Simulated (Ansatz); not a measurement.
GdO

```
CELL_PARAMETERS angstrom
3.11330 0.00000 0.00000
-1.55665 2.69620 0.00000
0.00000 0.00000 3.03843
ATOMIC_POSITIONS crystal
Gd 0.00000 0.00000 0.00000
O 0.66667 0.33333 0.50000
```

Space group P-6m2; a generated structure, not necessarily the stable one; built by placing these elements on a known structure type; computed pressure about 34 GPa in this cell; spin-polarised.

Level of theory: Kohn-Sham DFT of a periodic cell, HSE06, Ansatz PAW (Ansatz 0.2.0).

In a PAW calculation such maps are meaningful between the atoms, not at the nuclei.

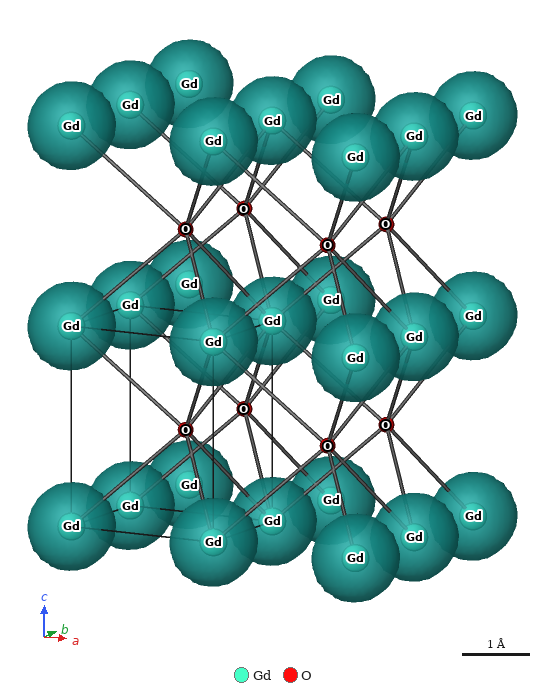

Figure 1. Isosurface of the magnetisation density (up minus down) at +1.5 e/Å³ (teal), seen slightly off an axis. Sticks mark near contacts.

### Where is the spin, and how is it ordered?

The spin density sits on Gd: +7.1 μB in one cell of 2 atoms: parallel main moments, as they must be, since the calculation's own cell holds one magnetic site. The cell of the calculation (2 atoms) carries 7.9 μB of net spin moment.

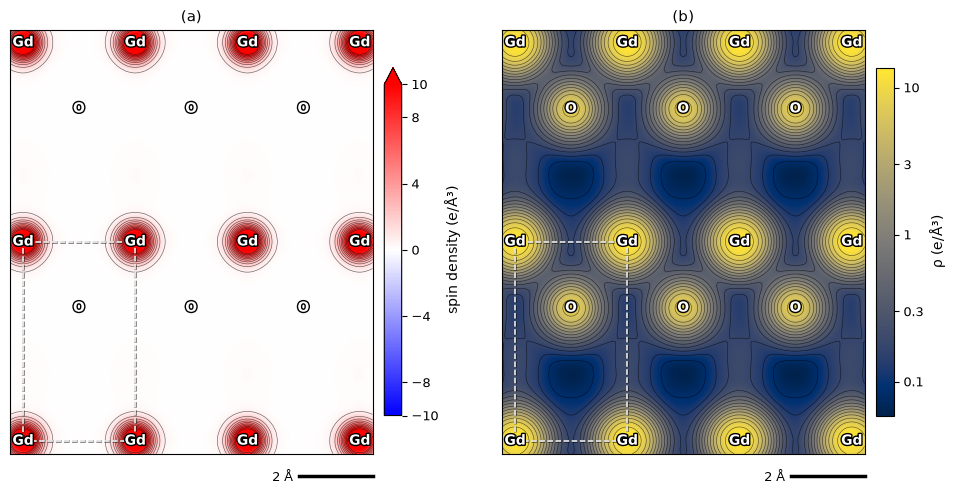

Figure 2. (a) spin density; (b) valence electron density on the (110) plane of the conventional cell.

### What does the map show?

The plane passes through Gd and O nuclei. Gd–O (2.35 Å): the density is about 0.43 e/Å³ at the midpoint. Between the atoms the lowest density in this plane is 0.06 e/Å³.

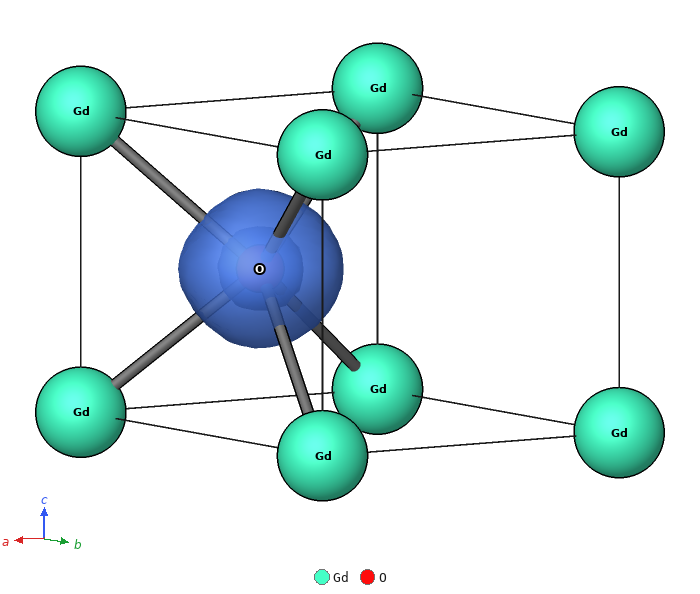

Figure 3. Isosurface of the ELF at 0.75 (blue), seen at an oblique angle. Core shells and regions of very low density are left out. Sticks mark near contacts.

### Describe the localisation domains.

The surface consists of one region wrapped around O (its valence shell), counted in one cell of 2 atoms. Any copies at cell faces, edges or corners count once.


Gd–O (2.35 Å): the ELF peaks at about 0.80 in the valence shell of O, 0.6 Å from its nucleus, and drops to about 0.10 between the two atoms: no localised pair shows between them.

### Does the calculation make it a metal, or give it a gap?

It is metallic or semimetallic at this level of theory: no gap opens; semilocal functionals without U, or without the true magnetic order, often close the gap of such compounds.
